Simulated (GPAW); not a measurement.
**LiF (Fm-3m): dispersion of the main loss peak**

The loss function −Im 1/ε(q, E) of LiF (Fm-3m) is computed for momenta along (-0.58, 0.58, 0.58), and the centre of weight of its strongest peak (over half height) is read off.

Cell: a, b, c = 2.848, 2.848, 2.848 Å (primitive vectors), 2 atoms.

Method: GPAW 26.7.0, PBE, RPA at finite momentum, k-mesh 15×15×15, local fields up to 50 eV, Lorentzian half width 0.15 eV.

Launch of the response step: `OMP_NUM_THREADS=1 python eels.py`. The run took 21 s, on 1 thread of Intel(R) Xeon(R) Platinum 8375C CPU @ 2.90GHz (Ice Lake), on a shared host.

```tsv
q (Å⁻¹)	centre of the peak (eV)
0.180	23.70
0.360	23.70
0.540	23.69
0.720	23.67
0.901	23.66
1.081	?
```

At small q a plasmon disperses as E(q) = E(0) + α ħ²q²/m, with ħ²/m = 7.62 eV Å².

Working, on the rows shown:

| x = q² (Å⁻²) | y = centre (eV) |
| --- | --- |
| 0.0324432 | 23.7 |
| 0.129773 | 23.7 |
| 0.291989 | 23.69 |
| 0.519091 | 23.67 |
| 0.81108 | 23.66 |

Means: x̄ = 0.35688, ȳ = 23.684. Σ(x − x̄)(y − ȳ) = -0.02239, Σ(x − x̄)² = 0.3937. Slope = -0.02239 / 0.3937 = -0.05687; intercept = ȳ − slope · x̄ = 23.704. The line misses the rows shown by at most 0.0048 eV.

**Question.** What does the fit predict for the withheld row, and how well does it do?

**Answer.** At x = 1.1679 the line gives y = 23.638 eV. The run gave 23.64 eV, so the extrapolation holds to the digits printed.

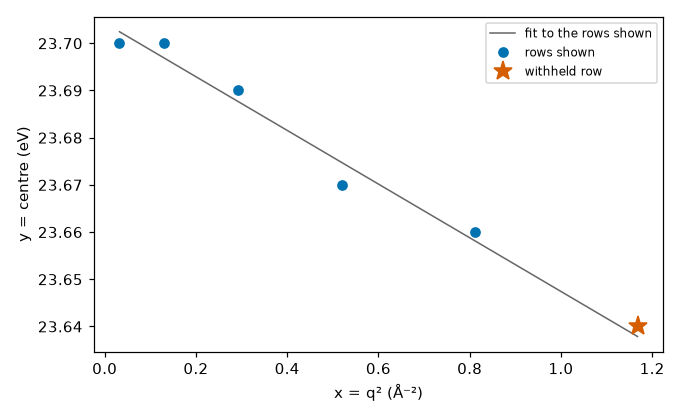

Refitted with all rows, the slope is -0.05534 and the intercept 23.704. These give E(0) = 23.70 eV and a negative slope, which free electrons can't give; band structure rules here. The centre of a broad peak also moves when its shape changes.

[Logs are printed without paths, hosts, clocks, repeated set-up lines and the standing remarks that a program may print on its own settings, such as how far it seeks lower states.]
